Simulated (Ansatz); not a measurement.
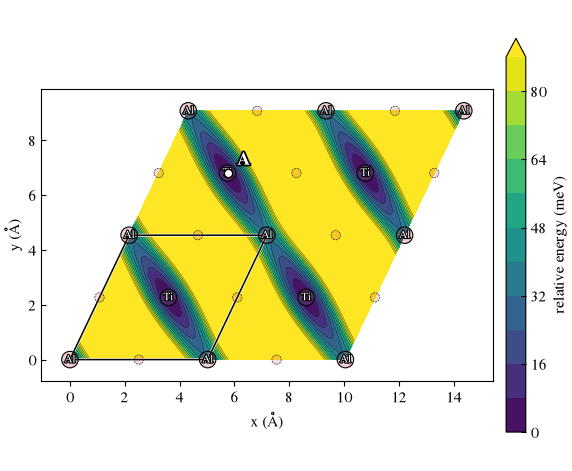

H on a TiAl₃(110) slab cut from the I4/mmm phase, its upper half relaxed before the scan (8 atoms of substrate and one adsorbate in a 1 × 1 cell). H is moved over the surface cell at a fixed height above a rigid substrate; the origin of the map has the adsorbate above Al8; the height is held at 3.10 Å. Places are given modulo a cell vector. The map is drawn in real space over the plane of the surface. The grid has 6 × 6 points; 13 points were computed and 23 follow by symmetry. Energies: meV, counted from the lowest grid point. The runs have no spin polarisation, so an open-shell adsorbate far from the surface lies too high. With one adsorbate in each 1 × 1 cell, its nearest image is 5.0 Å away, so neighbouring adsorbates interact. At a fixed height the lowest place need not be the adsorption site. These are results of DFT PBE+D3(BJ), scalar-relativistic, plane waves, PAW in Ansatz 0.2.0, not measurements. Settings: cutoff 420 eV, k-mesh 6×6×1, gaussian smearing 0.1 eV, no spin polarisation.

Drawn: filled contours, labelled circles for the atoms of the top layer and small ones for the second layer, the outline of one cell of the 2 × 2 shown, one colour for all values above the top of the scale, the point A. Between grid points the surface is interpolated.

**What is the easiest way out of the well at A, and how high is the barrier?**

The easiest path leads from the well at the top site over a surface Ti atom, (3/6, 3/6) of the cell vectors to its copy one period on. Its highest point lies about 33 meV above the bottom of the first well on the interpolated surface, at the top site over a surface Al atom, (0/6, 0/6) of the cell vectors. This is the barrier on the constrained surface; relaxing the other coordinates would change it.

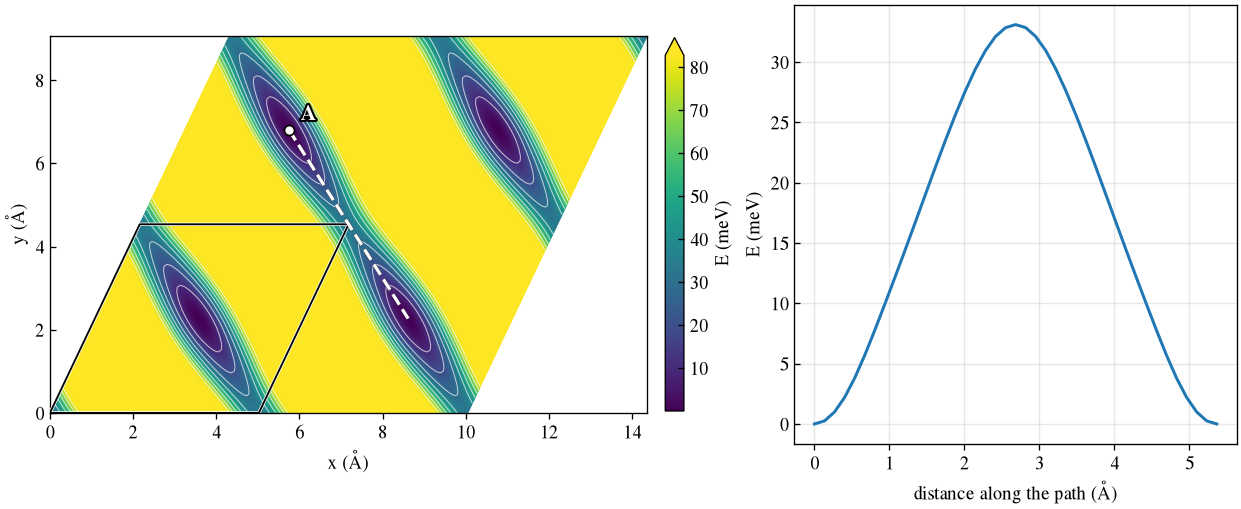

The picture shows a smooth colour map with a few white contour lines, a line along the lowest path, the outline of one cell of the 2 × 2 shown, one colour for all values above the top of the scale, the energy along the path at the right. Between grid points the surface is interpolated.

PAW datasets: the set soft_1.
